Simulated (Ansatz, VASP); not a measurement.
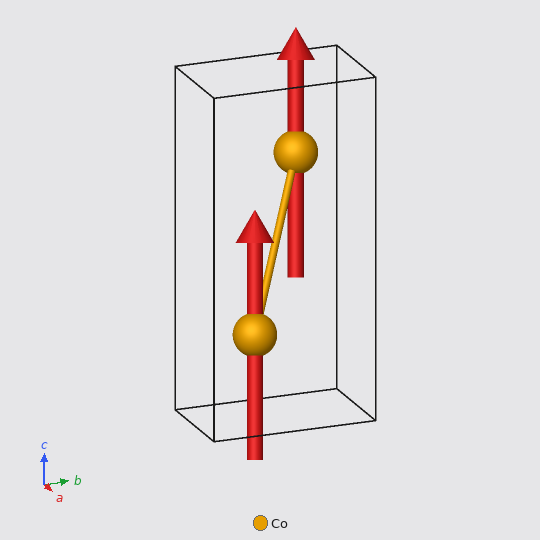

Co, space group P-3m1 (No. 164), a = 2.487 Å, b = 2.487 Å, c = 4.063 Å, α = 90.00°, β = 90.00°, γ = 120.00°. The run's cell of 2 atoms, with the site moments from Ansatz (Ansatz PAW) as arrows (above 0.25 μB; red up, blue down). The cell is a structure listed in the Materials Project.

One fixed geometry in three programs or potential sets. Alike in all runs: functional PBE; k mesh 12 × 12 × 7 on the run's cell of 2 atoms; occupations fermi-dirac, width 0.05 eV; collinear spin, ferromagnetic start; no spin-orbit coupling. All runs are metallic.

| program | pressure (GPa) | net moment (μB per cell of 2) |
| --- | --- | --- |
| Ansatz (Ansatz PAW) | 0.8 | 3.27 |
| VASP (PBE potentials, release 64 Co) | ? | ? |
| Ansatz LAPW (all-electron) | 0.7 | 3.27 |

Question: Estimate the row of VASP (PBE potentials, release 64 Co).

Answer: A pressure of 0.0 GPa and a moment of 3.26 μB. The other rows span 0.7 to 0.8 GPa and 3.27 to 3.27 μB.

Plane-wave pressures hold the error of each finite cutoff. Each run keeps the magnetic state that it reached from a ferromagnetic start.
